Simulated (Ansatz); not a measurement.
A series of calculations on Ta$_{5}$N$_{6}$

## 1. Relaxation

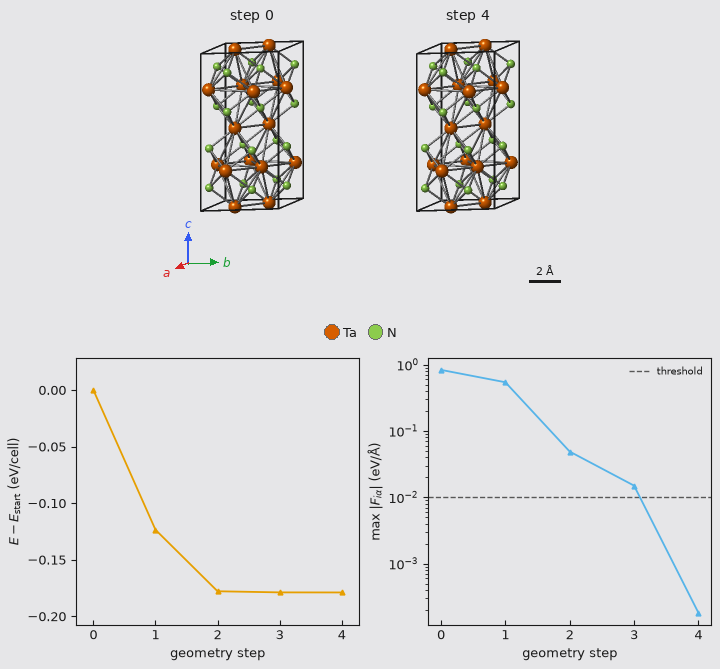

First and last geometry of a relaxation of crystalline Ta₅N₆ (set up in P6_3/mcm), with the history of the run. The picture is a ball-and-stick view of the cell of the calculation, seen slightly off an axis.

Case: the database's cell, atoms relaxed.

Theory: Ansatz, DFT PBEsol, scalar-relativistic, plane waves, PAW. (plane-wave cutoff 420 eV; k-point mesh 12 × 12 × 4; occupations gaussian; smearing width 0.1 eV; no spin polarisation; atoms relaxed in a fixed cell; force threshold 0.01 eV/Å; at most 40 steps)

Question: Read the history and describe the run.

Answer: It converged. The largest moves, 0.030 Å, are those of N atoms. Largest moves by element: N 0.030 Å, Ta 0.024 Å. The cell doesn't change. Among the contacts that change: Ta–Ta 2.869 → 2.910 Å, N–Ta 2.145 → 2.170 Å, Ta–Ta 3.050 → 3.028 Å, N–Ta 2.143 → 2.127 Å. The space group stays P6_3/mcm (No. 193). Over 4 geometry steps the energy falls by 0.179 eV per cell of the calculation. Largest force component: 0.83 eV/Å at the start, 0.00018 eV/Å at the end. The run took 3 min on 4 threads of AMD EPYC (Zen 3) (shared host), peak memory 1.7 GiB.

## 2. Relaxation

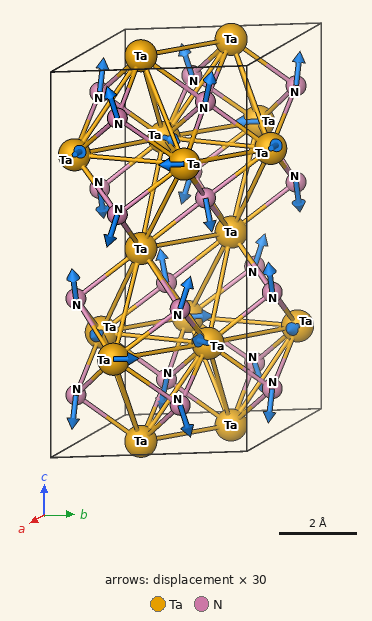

A relaxation of crystalline Ta₅N₆ (set up in P6_3/mcm) (coarse preliminary run). The starting structure is drawn; blue arrows show the displacements (the part carried along by the change of the cell is left out), 30 times their true length.

The picture is a ball-and-stick view of the cell of the calculation, seen slightly off an axis.

All numbers below come from DFT PBEsol, scalar-relativistic, plane waves, PAW in Ansatz 0.2.0. (plane-wave cutoff 420 eV; k-point mesh 6 × 6 × 2; occupations gaussian; smearing width 0.1 eV; no spin polarisation; cell and atoms relaxed; force threshold 0.05 eV/Å; at most 80 steps)

Q: What happened in the run?

A: The largest moves relative to the cell, 0.031 Å, are those of N atoms. Largest moves by element: N 0.031 Å, Ta 0.023 Å. The drawn cell changes as follows: a = b 5.176 → 5.165 Å (−0.2 %), c 10.353 → 10.351 Å (0.0 %); the volume changes by −0.5 %. Some distances before and after: Ta–Ta 2.869 → 2.903 Å, Ta–Ta 3.050 → 3.022 Å, N–Ta 2.145 → 2.164 Å, N–Ta 2.143 → 2.126 Å. The space group stays P6_3/mcm (No. 193). After 3 accepted moves (4 points after the start) the energy has fallen by 8.2 meV per atom. The largest force component goes from 0.81 to 0.036 eV/Å. Pressure: −0.11 GPa at the start and 0.00 GPa at the end. At 1 point the geometry stayed and the basis and grid were re-selected for the new cell (energy shift of 0.2 meV per atom at most each time).

## 3. A change

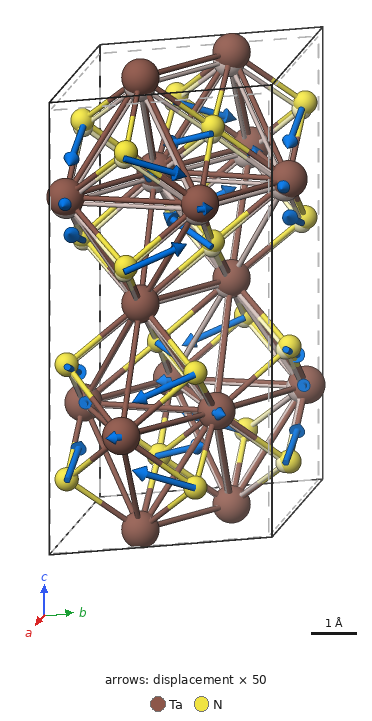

Crystalline Ta$_{5}$N$_{6}$ (set up in P6_3/mcm), drawn pale, and a changed version of it, drawn solid. The blue arrows show how the atoms are displaced (without the part that the change of the cell carries along), magnified 50 times. Style: ball-and-stick. Shown: the cell of the calculation, slightly off an axis.

Method: DFT PBEsol, scalar-relativistic, plane waves, PAW (Ansatz). Set-up: plane-wave cutoff 420 eV; k-point mesh 12 × 12 × 4; occupations gaussian; smearing width 0.1 eV; no spin polarisation.

What was done to the structure, and with what result?

The volume is changed by +6.0 %. The atoms are relaxed in that cell. It costs 34.3 meV per atom. The pressure goes from 0.0 to −16.0 GPa. The volume changes by +6.0 %, with a = b 5.168 → 5.269 Å (+1.9 %), c 10.342 → 10.547 Å (+2.0 %). The largest moves relative to the cell, 0.032 Å, are those of N atoms. Largest moves by element: N 0.032 Å, Ta 0.008 Å. Some distances before and after: Ta–Ta 3.023 → 3.089 Å, Ta–Ta 3.119 → 3.183 Å, Ta–Ta 2.984 → 3.042 Å, N–Ta 2.166 → 2.212 Å. The space group stays P6_3/mcm (No. 193).
